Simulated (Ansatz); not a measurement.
HC₁₈Cl (slab)

Input file:

```
crystal:
  lattice:
    - [7.398, 0.0, 0.0]
    - [-3.699, 6.406856, 0.0]
    - [0.0, 0.0, 12.0]
  atoms:
    - { symbol: C, position: [0.0, 0.0, 0.0833333] }
    - { symbol: C, position: [0.2222222, 0.1111111, 0.0833333] }
    - { symbol: C, position: [0.0, 0.3333333, 0.0833333] }
    - { symbol: C, position: [0.2222222, 0.4444444, 0.0833333] }
    - { symbol: C, position: [0.0, 0.6666667, 0.0833333] }
    - { symbol: C, position: [0.2222222, 0.7777778, 0.0833333] }
    - { symbol: C, position: [0.3333333, 0.0, 0.0833333] }
    - { symbol: C, position: [0.5555556, 0.1111111, 0.0833333] }
    - { symbol: C, position: [0.3333333, 0.3333333, 0.0833333] }
    - { symbol: C, position: [0.5555556, 0.4444444, 0.0833333] }
    - { symbol: C, position: [0.3333333, 0.6666667, 0.0833333] }
    - { symbol: C, position: [0.5555556, 0.7777778, 0.0833333] }
    - { symbol: C, position: [0.6666667, 0.0, 0.0833333] }
    - { symbol: C, position: [0.8888889, 0.1111111, 0.0833333] }
    - { symbol: C, position: [0.6666667, 0.3333333, 0.0833333] }
    - { symbol: C, position: [0.8888889, 0.4444444, 0.0833333] }
    - { symbol: C, position: [0.6666667, 0.6666667, 0.0833333] }
    - { symbol: C, position: [0.8888889, 0.7777778, 0.0833333] }
    - { symbol: Cl, position: [0.5628752, 0.1223117, 0.2975] }
    - { symbol: H, position: [0.6135627, 0.3038088, 0.335] }
basis:
  ecutwfc: 420.0
kpoints:
  mp_grid: { grid: [2, 2, 1] }
hamiltonian:
  xc: lda
scf:
  occupations: { method: gaussian, width: 0.05 }
  lower_state_search: "off"
relax:
  f_tol: 0.03
  max_steps: 60
  adjacent_minimum: "off"
output:
  write_density: true
  write_potential: true
  elf: true
  volumetric_format: npy
```

Run with:

```sh
ansatz run input.yaml --threads 1 --pin off --max-ram 3072MiB --backend cpu --events-out ev --progress --plain --runs-dir out
```

The fields are those of the relaxed geometry.

These are results of Ansatz 0.2.0, DFT LDA, scalar-relativistic, plane waves, PAW, not measurements.

In a PAW calculation such maps are meaningful between the atoms, not at the nuclei.

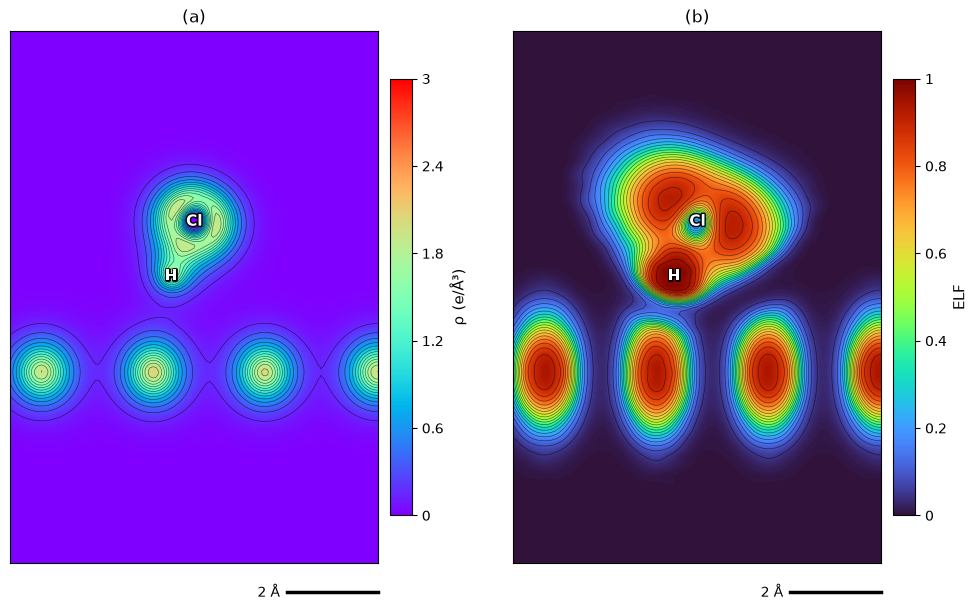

Figure 1. (a) valence pseudo-density; (b) electron localisation function on the (11̄0) plane of the calculation cell, a cut from vacuum to vacuum.

Read the bonding off the picture.

- Atoms in the plane: Cl and H.
- Atoms just off the plane (C, 0.7 Å away) can leave unmarked features too.
- Cl–H (1.31 Å): the density is about 1.9 e/Å³ at the midpoint; the ELF climbs to about 1 towards the hydrogen, as it does in any bond to H (an ordinary covalent bond to hydrogen).
- The density dies away to nearly zero in the vacuum.
- The ELF also peaks beside Cl, away from the bonds: lone-pair regions.

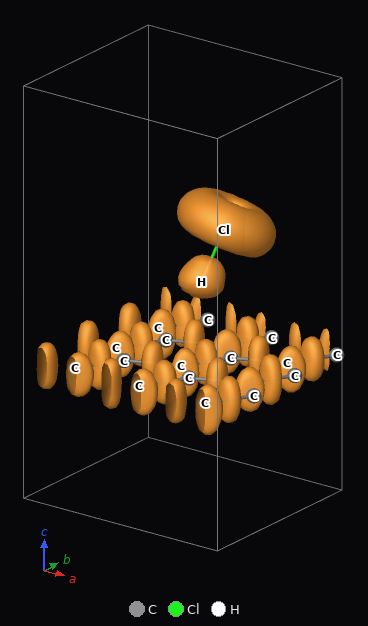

Figure 2. Isosurface of the electron localisation function at 0.85 (orange), seen slightly off an axis. Core shells and regions of very low density are left out. Sticks mark near contacts.

Where are the electrons localised?

The ELF exceeds this value in 27 regions between bonded C–C atoms (shared pairs), one region around a hydrogen nucleus and one ring or bowl of non-bonding electrons around Cl, counted in one cell of 20 atoms. Counts are for one cell; the picture repeats the cell along the surface.


 C–C (1.41 Å): the ELF peaks at about 0.95 between the atoms (localised, covalent bonding).
